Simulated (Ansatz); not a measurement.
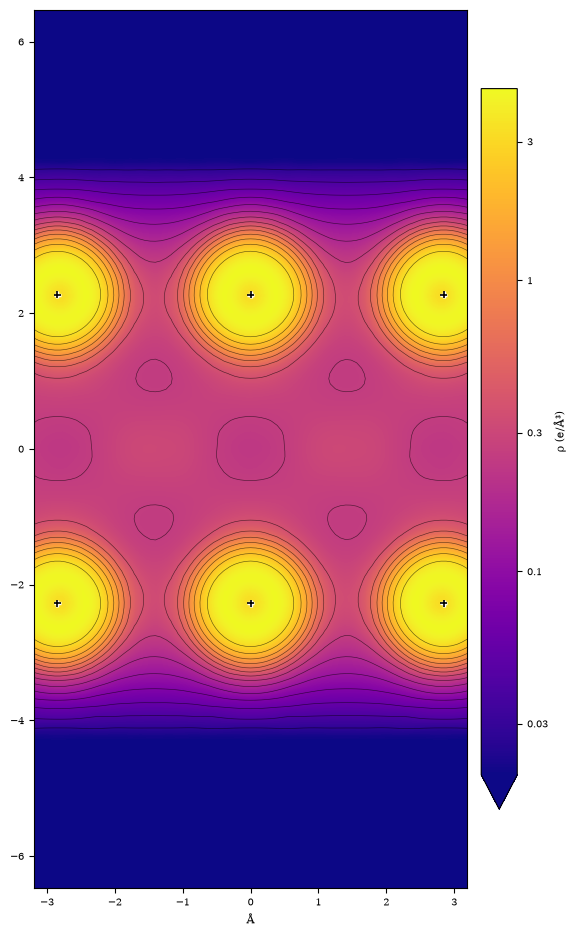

The valence pseudo-density on a plane through atoms (crosses mark nuclei in the plane).

Level of theory: DFT PBE+D3(BJ), scalar-relativistic, plane waves, PAW (Ansatz).

Candidates:
A. Ta (slab), a = 5.69 Å, b = 5.69 Å, c = 20.65 Å, α = 90.00°, β = 90.00°, γ = 109.47°. 
B. SnS2, a = 3.67 Å, b = 3.67 Å, c = 5.80 Å, α = 90.00°, β = 90.00°, γ = 120.00°. Space group P-3m1.

Question: Which candidate gave the map?

Answer: Candidate A: Ta on the (010) plane of the calculation cell, a cut from vacuum to vacuum, which holds Ta. Ta–Ta (2.84 Å): ρ at the midpoint is about 0.33 e/Å³.
